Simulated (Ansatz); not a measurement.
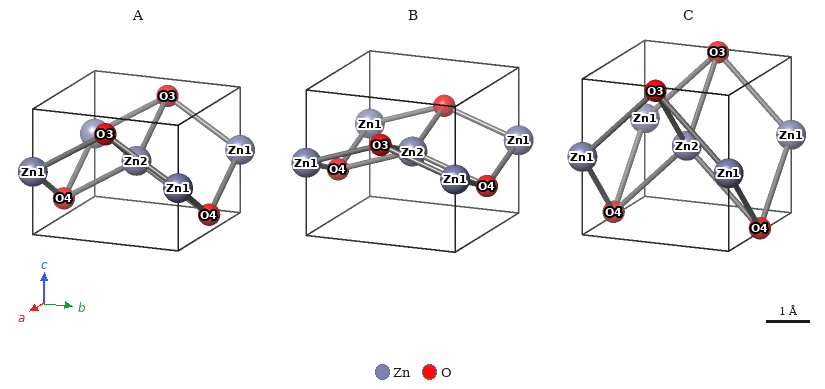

3 geometries from one relaxation of crystalline ZnO (a generated structure, set up in P4/nmm) (coarse preliminary run), in shuffled order. A ball-and-stick model of the cell of the calculation, seen slightly off an axis.

Computed with DFT PBE, scalar-relativistic, plane waves, PAW in Ansatz 0.2.0. Set-up: plane-wave cutoff 420 eV; k-point mesh 4 × 4 × 4; occupations gaussian; smearing width 0.1 eV; no spin polarisation; cell and atoms relaxed; force threshold 0.04 eV/Å; at most 70 steps.

Question: Order the frames from highest to lowest energy.

Answer: C, A, B. They are steps 0, 4, 12, at +1411 meV per atom, +222 meV per atom relative to the last. The energy falls by 1411 meV per atom in 11 accepted moves (12 points after the start). The largest force component goes from 1.6 to 0.0027 eV/Å. Pressure: −17.67 GPa at the start and 0.07 GPa at the end. The SCF was repeated once at an unchanged geometry on a basis and grid sized afresh for the cell, which shifted the energy by 0.4 meV per atom at most. The largest moves relative to the cell, 1.06 Å, are those of O3 and O4. O4 goes along +c. Zn stays in place. The drawn cell changes as follows: a = b 3.784 → 3.849 Å (+1.7 %), c 3.846 → 3.588 Å (−6.7 %); the volume changes by −3.5 %. Some distances before and after: Zn1–O3 2.764 → 3.517 Å, Zn1–O3 (another image) 2.633 → 2.029 Å. The space group stays P4/nmm (No. 129).
